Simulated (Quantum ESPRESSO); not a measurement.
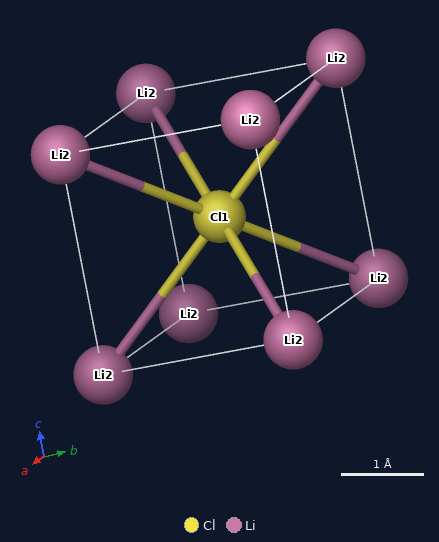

Figure 1. The structure as given in the input (ball-and-stick view of the reduced cell, seen slightly off an axis; atoms are numbered from 1 in the order of the input). An atom can appear more than once, as a periodic image.

## Geometry relaxation, with input and output: LiCl

The run: geometry relaxation of LiCl (Immm, 2 atoms in the cell). Method and program: Kohn-Sham DFT of a periodic cell, PBEsol, SSSP 1.3 efficiency PBE, no spin polarisation (Quantum ESPRESSO 7.5).

The structure derives from an entry of the Crystallography Open Database.

The input
```
&CONTROL
  calculation = 'relax'
  prefix = 'pwscf'
  outdir = './tmp'
  pseudo_dir = './pseudo'
  tprnfor = .true.
  tstress = .true.
  disk_io = 'low'
  nstep = 40
  forc_conv_thr = 0.0004
  etot_conv_thr = 1d-05
/
&SYSTEM
  ibrav = 0
  nat = 2
  ntyp = 2
  ecutwfc = 55
  ecutrho = 440
  nbnd = 10
  input_dft = 'pbesol'
  occupations = 'smearing'
  smearing = 'fd'
  degauss = 0.00367493
/
&ELECTRONS
  conv_thr = 4d-10
  electron_maxstep = 120
  mixing_beta = 0.5
/
&IONS
  ion_dynamics = 'bfgs'
/
ATOMIC_SPECIES
Cl    35.4500 cl_pbe_v1.4.uspp.F.UPF
Li     6.9400 li_pbe_v1.4.uspp.F.UPF
CELL_PARAMETERS bohr
   0.0484671287    4.8467128727    4.8467128727
   4.8467128727    0.0484671287    4.8467128727
   4.8951800014    4.8951800014    0.0000000000
ATOMIC_POSITIONS bohr
Cl     4.8951800014    4.8951800014    4.8467128727
Li     0.0000000000    0.0000000000    0.0000000000
K_POINTS automatic
9 9 9 0 0 0
```

Machine: 1 thread of Arm Neoverse V1, 24 GiB of memory available, shared host.

Launch command:
```bash
OMP_NUM_THREADS=1 pw.x -in pw.in > pw.out
```

Output
```
This program is part of the open-source Quantum ESPRESSO suite
     for quantum simulation of materials; please cite
         "P. Giannozzi et al., J. Phys.:Condens. Matter 21 395502 (2009);
         "P. Giannozzi et al., J. Phys.:Condens. Matter 29 465901 (2017);
         "P. Giannozzi et al., J. Chem. Phys. 152 154105 (2020);
          URL
     in publications or presentations arising from this work. More details at

     IMPORTANT: XC functional enforced from input :
     Exchange-correlation= PBESOL
                           (   1   4  10   8   0   0   0)
     Any further DFT definition will be discarded
     Please, verify this is what you really want

     Message from routine setup:
     using ibrav=0 with symmetry is DISCOURAGED, use correct ibrav instead

     G-vector sticks info
     --------------------
     sticks:   dense  smooth     PW     G-vecs:    dense   smooth      PW
     Sum        1409     705    211                35505    12527    2117

     Using Slab Decomposition

     bravais-lattice index     =            0
     lattice parameter (alat)  =       6.8545  a.u.
     unit-cell volume          =     227.6819 (a.u.)^3
     number of atoms/cell      =            2
     number of atomic types    =            2
     number of electrons       =        10.00
     number of Kohn-Sham states=           10
     kinetic-energy cutoff     =      55.0000  Ry
     charge density cutoff     =     440.0000  Ry
     scf convergence threshold =      4.0E-10
     mixing beta               =       0.5000
     number of iterations used =            8  plain     mixing
     energy convergence thresh.=      1.0E-05
     force convergence thresh. =      4.0E-04
     Exchange-correlation= PBESOL
                           (   1   4  10   8   0   0   0)
     nstep                     =           40

     celldm(1)=   6.854458  celldm(2)=   0.000000  celldm(3)=   0.000000
     celldm(4)=   0.000000  celldm(5)=   0.000000  celldm(6)=   0.000000

     crystal axes: (cart. coord. in units of alat)
               a(1) = (   0.007071   0.707089   0.707089 )
               a(2) = (   0.707089   0.007071   0.707089 )
               a(3) = (   0.714160   0.714160   0.000000 )

     reciprocal axes: (cart. coord. in units 2 pi/alat)
               b(1) = ( -0.714267  0.714267  0.707124 )
               b(2) = (  0.714267 -0.714267  0.707124 )
               b(3) = (  0.700123  0.700123 -0.707124 )

     PseudoPot. # 1 for Cl read from file:
     cl_pbe_v1.4.uspp.F.UPF
     Pseudo is Ultrasoft + core correction, Zval =  7.0
     Generated by new atomic code, or converted to UPF format
     Using radial grid of  909 points,  6 beta functions with:
                l(1) =   0
                l(2) =   0
                l(3) =   1
                l(4) =   1
                l(5) =   2
                l(6) =   2
     Q(r) pseudized with  8 coefficients,  rinner =    1.300   1.300   1.300
                                                       1.300   1.300

     PseudoPot. # 2 for Li read from file:
     li_pbe_v1.4.uspp.F.UPF
     Pseudo is Ultrasoft, Zval =  3.0
     Generated by new atomic code, or converted to UPF format
     Using radial grid of  751 points,  5 beta functions with:
                l(1) =   0
                l(2) =   0
                l(3) =   0
                l(4) =   1
                l(5) =   1
     Q(r) pseudized with 10 coefficients,  rinner =    1.150   1.150   1.150

     atomic species   valence    mass     pseudopotential
     Cl                7.00    35.45000     Cl( 1.00)
     Li                3.00     6.94000     Li( 1.00)

      8 Sym. Ops., with inversion, found

   Cartesian axes

     site n.     atom                  positions (alat units)
         1        Cl     tau(   1) = (   0.7141600   0.7141600   0.7070891  )
         2        Li     tau(   2) = (   0.0000000   0.0000000   0.0000000  )

     number of k points=   125  Fermi-Dirac smearing, width (Ry)=  0.0037

     Number of k-points >= 100: set verbosity='high' to print them.

     Dense  grid:    35505 G-vectors     FFT dimensions: (  45,  45,  48)

     Smooth grid:    12527 G-vectors     FFT dimensions: (  36,  36,  36)

     Initial potential from superposition of free atoms

     starting charge       9.5492, renormalised to      10.0000

     negative rho (up, down):  1.564E-02 0.000E+00
     Starting wfcs are    9 randomized atomic wfcs +    1 random wfcs

     Self-consistent Calculation

     iteration #  1     ecut=    55.00 Ry     beta= 0.50
     Davidson diagonalization with overlap
     ethr =  1.00E-02,  avg # of iterations =  6.8

     Threshold (ethr) on eigenvalues was too large:
     Diagonalizing with lowered threshold

     Davidson diagonalization with overlap
     ethr =  1.88E-04,  avg # of iterations =  4.2

     negative rho (up, down):  1.492E-02 0.000E+00

     total energy              =     -47.82210088 Ry
     estimated scf accuracy    <       0.02066927 Ry

     iteration #  2     ecut=    55.00 Ry     beta= 0.50
     Davidson diagonalization with overlap
     ethr =  2.07E-04,  avg # of iterations =  1.1

     negative rho (up, down):  1.453E-02 0.000E+00

     total energy              =     -47.82082480 Ry
     estimated scf accuracy    <       0.00331796 Ry

     iteration #  3     ecut=    55.00 Ry     beta= 0.50
     Davidson diagonalization with overlap
     ethr =  3.32E-05,  avg # of iterations =  3.1

     negative rho (up, down):  1.451E-02 0.000E+00

     total energy              =     -47.82117169 Ry
     estimated scf accuracy    <       0.00006625 Ry

     iteration #  4     ecut=    55.00 Ry     beta= 0.50
     Davidson diagonalization with overlap
     c_bands:  1 eigenvalues not converged
     c_bands:  1 eigenvalues not converged
     c_bands:  1 eigenvalues not converged
     c_bands:  1 eigenvalues not converged
     ethr =  6.63E-07,  avg # of iterations =  6.6

     negative rho (up, down):  1.455E-02 0.000E+00

     total energy              =     -47.82123102 Ry
     estimated scf accuracy    <       0.00000678 Ry

     iteration #  5     ecut=    55.00 Ry     beta= 0.50
     Davidson diagonalization with overlap
     ethr =  6.78E-08,  avg # of iterations =  3.0

     negative rho (up, down):  1.454E-02 0.000E+00

     total energy              =     -47.82123109 Ry
     estimated scf accuracy    <       0.00000318 Ry

     iteration #  6     ecut=    55.00 Ry     beta= 0.50
     Davidson diagonalization with overlap
     ethr =  3.18E-08,  avg # of iterations =  1.5

     negative rho (up, down):  1.454E-02 0.000E+00

     total energy              =     -47.82123128 Ry
     estimated scf accuracy    <       0.00000010 Ry

     iteration #  7     ecut=    55.00 Ry     beta= 0.50
     Davidson diagonalization with overlap
     ethr =  9.99E-10,  avg # of iterations =  4.8

     negative rho (up, down):  1.454E-02 0.000E+00

     total energy              =     -47.82123144 Ry
     estimated scf accuracy    <       0.00000001 Ry

     iteration #  8     ecut=    55.00 Ry     beta= 0.50
     Davidson diagonalization with overlap
     ethr =  1.33E-10,  avg # of iterations =  2.7

     negative rho (up, down):  1.454E-02 0.000E+00

     total energy              =     -47.82123144 Ry
     estimated scf accuracy    <          2.7E-09 Ry

     iteration #  9     ecut=    55.00 Ry     beta= 0.50
     Davidson diagonalization with overlap
     ethr =  2.67E-11,  avg # of iterations =  3.2

     negative rho (up, down):  1.454E-02 0.000E+00

     End of self-consistent calculation

     Number of k-points >= 100: set verbosity='high' to print the bands.

     the Fermi energy is     3.3708 ev

!    total energy              =     -47.82123144 Ry
     estimated scf accuracy    <          8.5E-13 Ry
     smearing contrib. (-TS)   =      -0.00000000 Ry
     internal energy E=F+TS    =     -47.82123144 Ry

     The total energy is F=E-TS. E is the sum of the following terms:
     one-electron contribution =     -10.56646611 Ry
     hartree contribution      =       7.60610659 Ry
     xc contribution           =     -12.70467875 Ry
     ewald contribution        =     -32.15619318 Ry

     convergence has been achieved in   9 iterations

     negative rho (up, down):  1.454E-02 0.000E+00

     Forces acting on atoms (cartesian axes, Ry/au):

     atom    1 type  1   force =     0.00000000    0.00000000    0.00000000
     atom    2 type  2   force =    -0.00000000    0.00000000   -0.00000000

     Total force =     0.000000     Total SCF correction =     0.000000

     Computing stress (Cartesian axis) and pressure

     negative rho (up, down):  1.454E-02 0.000E+00
          total   stress  (Ry/bohr**3)                   (kbar)     P=      -12.41
  -0.00008396  -0.00003252   0.00000000          -12.35       -4.78        0.00
  -0.00003252  -0.00008396   0.00000000           -4.78      -12.35        0.00
   0.00000000   0.00000000  -0.00008522            0.00        0.00      -12.54

     BFGS Geometry Optimization
     Energy error            =      9.3E-62 Ry
     Gradient error          =      2.8E-31 Ry/Bohr

     bfgs converged in   1 scf cycles and   0 bfgs steps
     (criteria: energy <  1.0E-05 Ry, force <  4.0E-04 Ry/Bohr)

     End of BFGS Geometry Optimization

     Final energy             =     -47.8212314435 Ry
Begin final coordinates

ATOMIC_POSITIONS (bohr)
Cl               4.8951800014        4.8951800014        4.8467128727
Li               0.0000000000        0.0000000000        0.0000000000
End final coordinates

=------------------------------------------------------------------------------=
   JOB DONE.
=------------------------------------------------------------------------------=
```

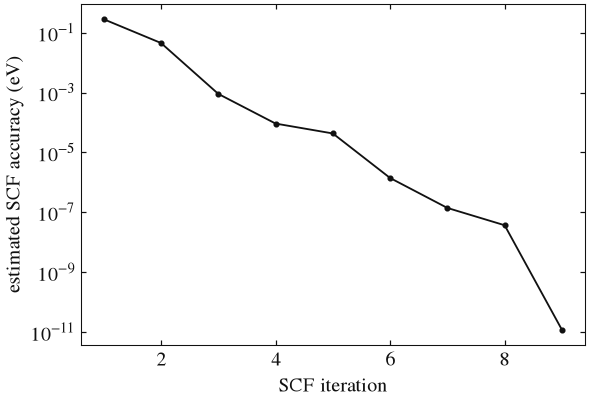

Figure 2. Convergence of the self-consistent field: estimated SCF accuracy against the iteration. The field takes 9 iterations in all.

Summary

| quantity | value |
| --- | --- |
| outcome | converged |
| space group (tolerance 0.01 Å) | Immm (71) |
| electrons treated | 10 |
| free energy | −650.6410 eV |
| Fermi energy | 3.371 eV |
| gap on the k-point mesh | 6.04 eV |
| pressure | −1.24 GPa |
| final volume | 33.74 Å³ |
| largest force (length of the vector) | under 0.001 eV/Å |
| wall time | 46 s |
| peak memory | 0.2 GiB |

Remarks

Further notes kept with the run: potentials made for another functional. Notes on the run: negative rho. Points of doubt noted for this run: potentials made for another functional.
